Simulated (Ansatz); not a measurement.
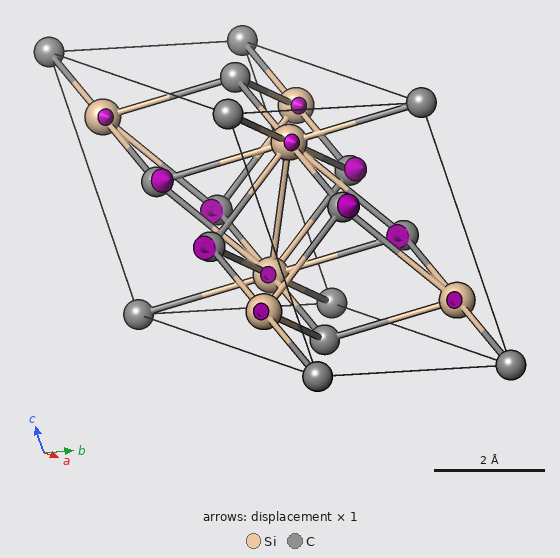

This is a relaxation of a crystal of Si2C3 (a generated structure, set up in C2/m) (coarse preliminary run). The starting structure is drawn; purple arrows show the displacements (the part carried along by the change of the cell is left out), at their true length.

Style: ball-and-stick. Shown: the conventional cell (2 times the calculation's cell), slightly off an axis. Lengths and directions refer to the drawn axes.

Theory: DFT PBE, scalar-relativistic, plane waves, PAW in Ansatz. Settings: plane-wave cutoff 420 eV; k-point mesh 6 × 6 × 6; occupations gaussian; smearing width 0.1 eV; no spin polarisation; cell and atoms relaxed; force threshold 0.04 eV/Å; at most 70 steps.

Q: Atoms of which element are displaced furthest, and by how much?

A: Carbon: up to 0.67 Å, against 0.33 Å for silicon.

Q: What happened in the run?

A: The largest moves relative to the cell, 0.67 Å, are those of C atoms. Largest moves by element: C 0.67 Å, Si 0.33 Å. The volume changes by −37.0 %, with a 8.507 → 5.006 Å (−41.2 %), b 3.805 → 2.890 Å (−24.0 %), c 6.015 → 6.221 Å (+3.4 %), β 135.0° → 105.6°. Some distances before and after: Si–Si 4.660 → 2.890 Å, C–C 2.690 → 1.349 Å, Si–Si 2.690 → 3.967 Å, Si–Si 3.805 → 2.890 Å. New bonds form: C–C (2.69 → 1.35 Å). The space group (tolerance 0.01 Å) goes from C2/m (No. 12) to R-3m (No. 166). After 28 accepted moves (30 points after the start) the energy has fallen by 12.618 eV per cell of the calculation. The largest force component goes from 0.57 to 0.0043 eV/Å. The pressure goes from −23.20 to 0.04 GPa. The SCF was repeated twice at an unchanged geometry on a basis and grid sized afresh for the cell, which shifted the energy by 0.368 eV per cell of the calculation at most. Cost: 3.1 min on 1 thread of Intel(R) Xeon(R) Processor @ 2.70GHz (shared host), peak memory 0.43 GiB.
